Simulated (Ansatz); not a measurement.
Given this structure, the geometry relaxed at fixed volume with DFT r2SCAN, scalar-relativistic, plane waves, PAW in Ansatz; the starting structure was generated, so it need not be a known form of this composition, written in its standard cell:

```cif
data_structure
_symmetry_space_group_name_H-M 'I4/mmm'
_symmetry_Int_Tables_number 139
_cell_length_a 2.6493
_cell_length_b 2.6493
_cell_length_c 3.7024
_cell_angle_alpha 90.000
_cell_angle_beta 90.000
_cell_angle_gamma 90.000
_cell_volume 25.99
loop_
_atom_site_label
_atom_site_type_symbol
_atom_site_symmetry_multiplicity
_atom_site_Wyckoff_symbol
_atom_site_fract_x
_atom_site_fract_y
_atom_site_fract_z
_atom_site_occupancy
Mn1 Mn 2 a 0.00000 0.00000 0.00000 1
```

Question: Predict the [001] zone-axis pattern (200 kV, kinematic, B = 0.5 Å²).

Answer: The spots form a square net with both shortest vectors at d = 1.87 Å, 90.0° apart. They are 1 -1 0 and 1 1 0. The pattern has symmetry 4mm. The lattice centring (I) removes all reflections that break h + k + l = 2n.

Strongest reflections with d > 0.80 Å, one of each family (|F|² from tabulated Gaussian fits of the electron scattering factors, times a small damping for the curvature of the Ewald sphere):

```tsv
hkl	d (Å)	I (strongest = 100)
1 1 0	1.873	100
2 0 0	1.325	45
2 2 0	0.937	16
3 1 0	0.838	11
```

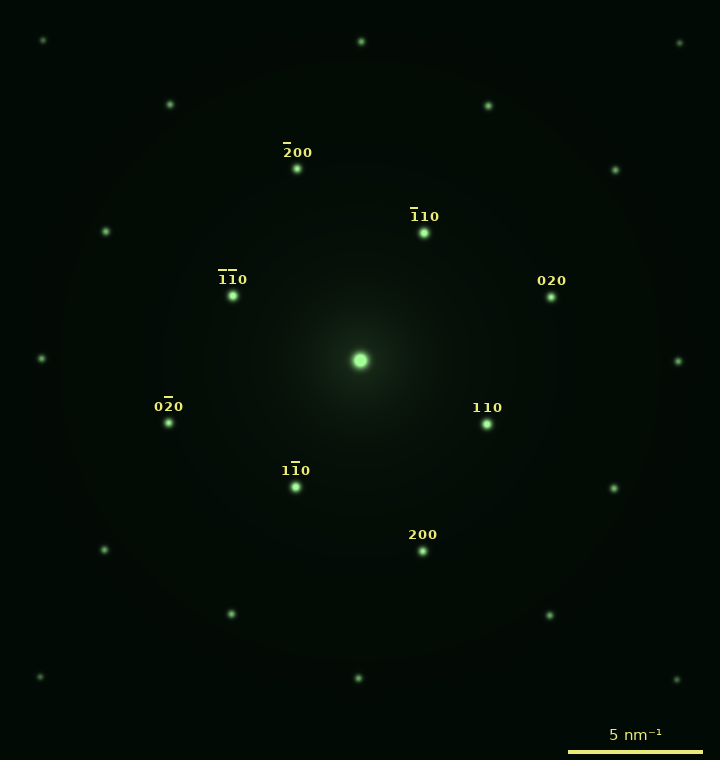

Calculated pattern, seen from the source side with [001] pointing towards the source.
